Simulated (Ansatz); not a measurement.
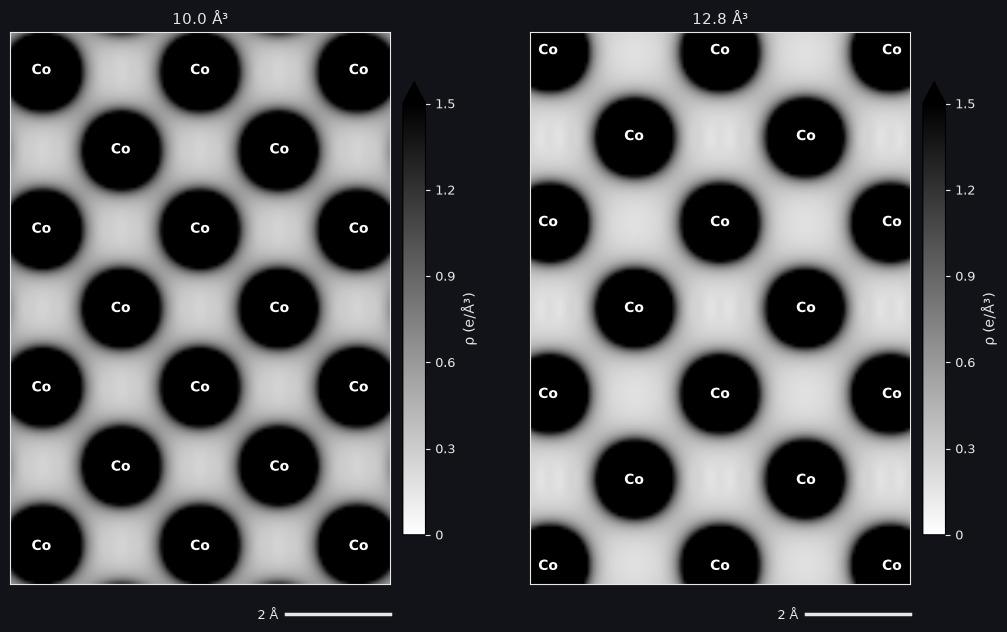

Co. The valence pseudo-density of cells scaled evenly to different volumes (given per atom above each panel), on the (101) plane of each (indices in the axes of the cell below), at one length scale and on one colour scale.

A generated structure, not necessarily the stable one; spin-polarised.

Theory: DFT, m-r2SCAN, plane waves (500 eV) with PAW, scalar-relativistic (Ansatz 0.2.0).

The density is the valence pseudo-density of a PAW calculation; it isn't the true density close to the nuclei.

The largest cell:

```xyz
2
Lattice="0.0000 2.3365 2.3365 2.3365 0.0000 2.3365 2.3365 2.3365 0.0000" Properties=species:S:1:pos:R:3 pbc="T T T"
Co    0.0000    0.0000    0.0000
Co    2.3365    2.3365    2.3365
```

| volume (Å³/atom) | Co–Co contact in the plane (Å) | ρ at its midpoint (e/Å³) | pressure (GPa) | largest moment (μB) | 
| --- | --- | --- | --- | --- |
| 10.02 | 2.156 | 0.580 | 46.5 | 1.37 | 
| 10.93 | 2.219 | ? | ? | ? | 
| 12.76 | 2.336 | 0.416 | −5.8 | 1.89 | 

Question: Estimate the missing row, and compare with the calculation.

Answer: Over the known rows ln ρ falls by 1.85 per Å of Co–Co distance (the line through the two), which gives 0.516 e/Å³ at 2.219 Å; the calculation gives 0.515 e/Å³. For the pressure, a straight line in volume between the neighbouring rows gives 29.1 GPa; the calculation gives 20.2, lower because pressure rises ever faster on compression. For the largest moment, a straight line in volume between the neighbouring rows gives 1.54 μB; the calculation gives 1.52.
